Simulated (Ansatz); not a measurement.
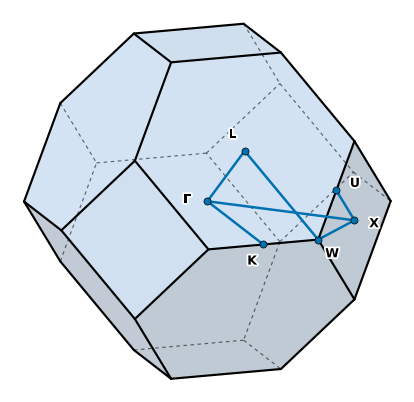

The figure shows the first Brillouin zone with its special points and a band path. Crystal: Ge, the input geometry of an electronic-structure calculation (not necessarily at equilibrium); the starting structure was generated, so it need not be a known form of this composition. The drawing is computed from the coordinates (standard cell, symmetry found to 0.002 Å).

Labels and path follow the convention of Hinuma et al. (2017), as computed by seekpath.

> Which Bravais lattice has this zone?

A face-centred cubic lattice (cF; extended symbol cF2). The zone is a truncated octahedron in its combinatorial type: 14 faces (6 with 4 edges, 8 with 6 edges), 36 edges, 24 vertices.

> In which order does the conventional band path visit the special points?

Γ–X–U | K–Γ–L–W–X
